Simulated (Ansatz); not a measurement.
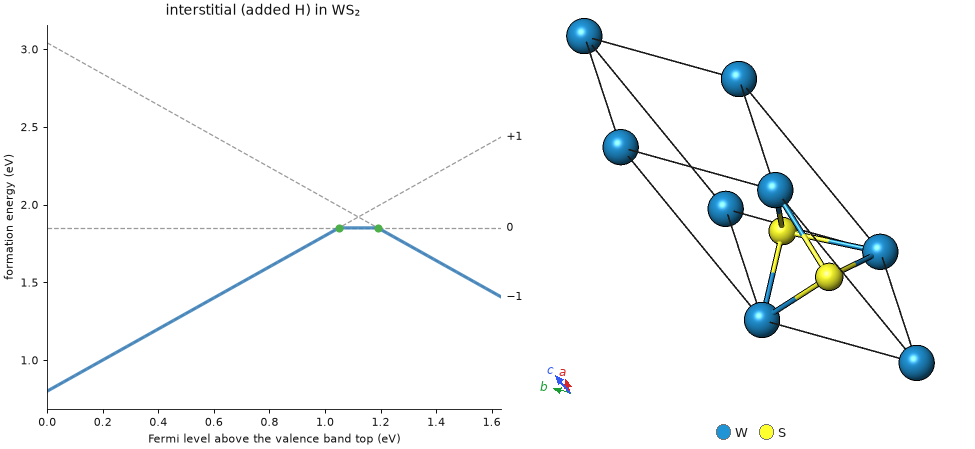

**Figure.** Formation energy of each charge state against the Fermi level for interstitial (added H) in WS₂. The thick line follows the lowest charge state; the axis spans the host's computed gap. The cell is drawn beside the plot.

The stable charge changes at 1.05 eV (+1/0) and 1.19 eV (0/−1) above the valence band top. The lowest state is +1 at the valence band top, +1 at mid-gap and −1 at the conduction band bottom, 1.64 eV higher. With the Fermi level at mid-gap the formation energy is 1.6 eV against the elements' standard states.

Calculation (Ansatz 0.2.0): charge states of a point defect in a periodic supercell, each relaxed, energies over the elements' standard states with the Fermi level at the host's valence band top, point-charge and potential alignment terms added, no band filling term, levels over that top; plane waves with PAW datasets; energies extrapolated to zero smearing. Level: PBE, allowed.

host atoms in supercell 39; wave cutoff 420 eV; k mesh 2×2×2; occupations Gaussian; smearing width 0.01 eV; k shift (0.5, 0.5, 0.5) (mesh steps); start displacement 0.06 Å; defect kind interstitial; added element H; defect place (0.0312, 0.0312, 0.4062) (fraction of the host cell vector); host gap 1.635 eV; static dielectric xx yy zz (11.59, 11.59, 3.21).

Cell as given: a = 7.698 Å, b = 7.698 Å, c = 7.698 Å, α = 23.90°, β = 23.90°, γ = 23.90°; 3 atoms.

Caveats: a crossing between the sampled k points may be missed; charged cell in a neutralising background; coarse k mesh; random start near the defect, other minima possible; small supercell.
